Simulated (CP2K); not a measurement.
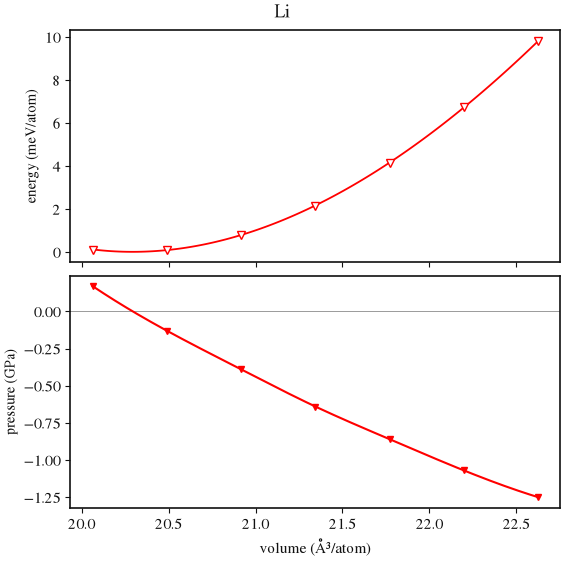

The figure shows the energy and pressure against volume for Li, space group P6_3/mmc (No. 194).

Structure:
```xyz
2
Lattice="3.1110 0.0000 0.0000 -1.5555 2.6942 0.0000 0.0000 0.0000 5.0930" Properties=species:S:1:pos:R:3 pbc="T T T"
Li    1.5555    0.8981    3.8197
Li    0.0000    1.7961    1.2732
```

How it was computed, with CP2K 2026.2: DFT in Gaussian orbitals with a plane-wave density, no spin polarisation; energies at scaled volumes of the given cell, shape and fractions fixed, counted from the fit's minimum, third-order Birch-Murnaghan fit. Level: PBE.

- k mesh: 10×10×5
- occupations: Fermi–Dirac
- smearing width: 0.05 eV
- potentials: GTH PBE with UZH TZVP basis
- density cutoff: 6123 eV
- program settings: ngrids 4, basis sets Li TZVP-MOLOPT-PBE-GTH-q3, cutoff ry 450 Ry, rel cutoff ry 60 Ry

Q: Give the fitted equation-of-state parameters.

A: A third-order Birch–Murnaghan fit gives V0 = 20.29 Å³/atom, B0 = 13.6 GPa and B′ = 3.0.

Q: What does the pressure do across the range?

A: It falls from 0.17 GPa at volume 20.06 Å³/atom to −1.25 GPa at 22.62 Å³/atom, and changes sign near 20.31 Å³/atom.

Note: shape and atomic fractions are frozen while scaling, which makes layered, chain and framework solids too stiff.
